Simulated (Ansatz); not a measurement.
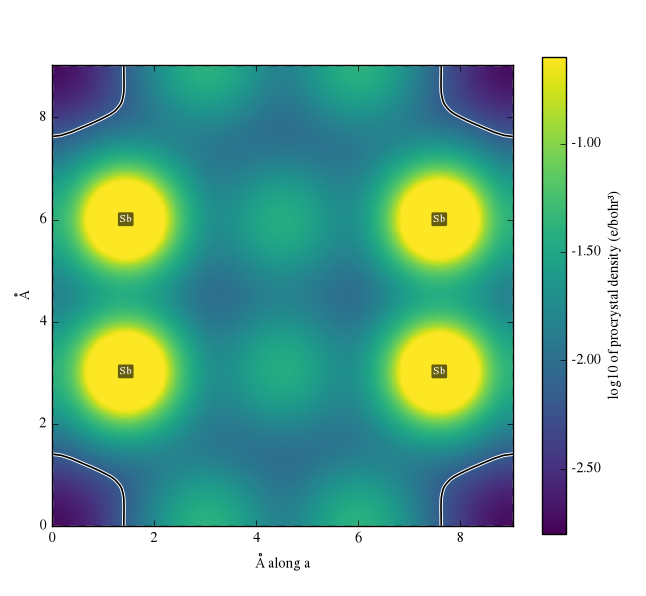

Procrystal electron density of CoSb3 in space group Im-3, computed on the section y = 0.000 (parallel to a and c; the dashed line is one cell). It is the sum of the densities of spherically averaged neutral Hartree-Fock atoms, not a self-consistent density. The black line is the 0.007 e/bohr³ contour that bounds the voids. From Rb on the atoms have core potentials, so only their outer electrons count. The usual level for crystal voids is 0.002 e/bohr³; this crystal has almost no region below it, so a higher level is used, which marks the interstitial space of lowest density.

Origin of the cell: a calculation's input that goes back to an entry of the Crystallography Open Database (an earlier step may have relaxed or displaced it).

```
Co Sb
1.0
     9.03470    0.00000    0.00000
     0.00000    9.03470    0.00000
     0.00000    0.00000    9.03470
Co Sb
8 24
Direct
  0.25000 0.25000 0.25000
  0.25000 0.25000 0.75000
  0.75000 0.25000 0.25000
  0.25000 0.75000 0.25000
  0.75000 0.75000 0.75000
  0.75000 0.75000 0.25000
  0.25000 0.75000 0.75000
  0.75000 0.25000 0.75000
  0.00000 0.33510 0.16020
  0.00000 0.66490 0.16020
  0.50000 0.16490 0.33980
  0.50000 0.83510 0.33980
  0.16020 0.00000 0.33510
  0.16020 0.00000 0.66490
  0.33980 0.50000 0.16490
  0.33980 0.50000 0.83510
  0.33510 0.16020 0.00000
  0.66490 0.16020 0.00000
  0.16490 0.33980 0.50000
  0.83510 0.33980 0.50000
  0.50000 0.83510 0.66020
  0.50000 0.16490 0.66020
  0.00000 0.66490 0.83980
  0.00000 0.33510 0.83980
  0.66020 0.50000 0.83510
  0.66020 0.50000 0.16490
  0.83980 0.00000 0.66490
  0.83980 0.00000 0.33510
  0.83510 0.66020 0.50000
  0.16490 0.66020 0.50000
  0.66490 0.83980 0.00000
  0.33510 0.83980 0.00000
```

Question: What share of the cell is void by this measure?

Answer: The voids take about 3.7 % of the cell (27 Å³ of 737.5 Å³) and are bounded by about 56 Å² of surface per cell.

Question: What shape does the empty space take in three dimensions?

Answer: They are isolated pockets that do not connect across cells.

Question: How low does the density fall, and where?

Answer: To about 0.0019 e/bohr³ near 0.00, 0.00, 0.00 (fractional), 3.4 Å from the nearest nucleus.

Question: At what density do the voids first join through the crystal?

Answer: At about 0.015 e/bohr³, as a three-dimensional network.
